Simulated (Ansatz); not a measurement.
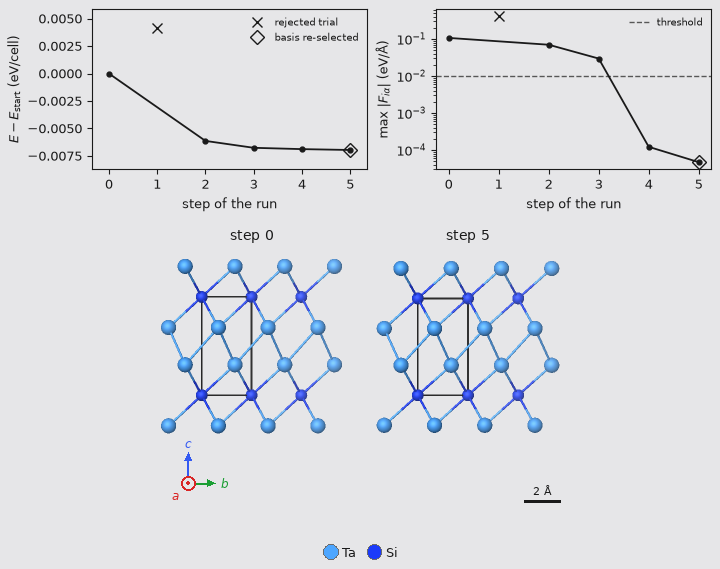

First and last geometry of a relaxation of solid Ta2Si (a generated structure, set up in P-3m1), with the history of the run. A ball-and-stick model of the cell of the calculation, repeated 1 × 2 × 1 with one cell outlined, seen along the a axis.

Case: C → Si on all its sites, cell and atoms relaxed.

Method: DFT PBEsol, scalar-relativistic, plane waves, PAW in Ansatz 0.2.0. (plane-wave cutoff 420 eV; k-point mesh 12 × 12 × 8; occupations gaussian; smearing width 0.1 eV; no spin polarisation; cell and atoms relaxed; force threshold 0.01 eV/Å; at most 60 steps)

### Did the run converge, and what did it change?

It converged. After 3 accepted moves (5 points after the start) the energy has fallen by 7.0 meV per cell of the calculation. Largest force component: 0.11 eV/Å at the start, under 0.0001 eV/Å at the end. The pressure goes from −0.02 to 0.00 GPa. The line search rejected the trial step at point 1 of the run. At 1 point the geometry stayed and the basis and grid were re-selected for the new cell (energy shift of 0.1 meV per cell of the calculation at most each time). The atoms keep their places relative to the cell (all moves are under 0.005 Å). The drawn cell changes as follows: a = b 3.260 → 3.290 Å (+0.9 %), c 5.579 → 5.492 Å (−1.6 %); the volume changes by +0.2 %. Near-neighbour distances that change, for instance: Ta–Ta 3.260 → 3.290 Å, Ta–Ta 2.831 → 2.823 Å, Si–Ta 2.558 → 2.550 Å. The space group stays P-3m1 (No. 164).
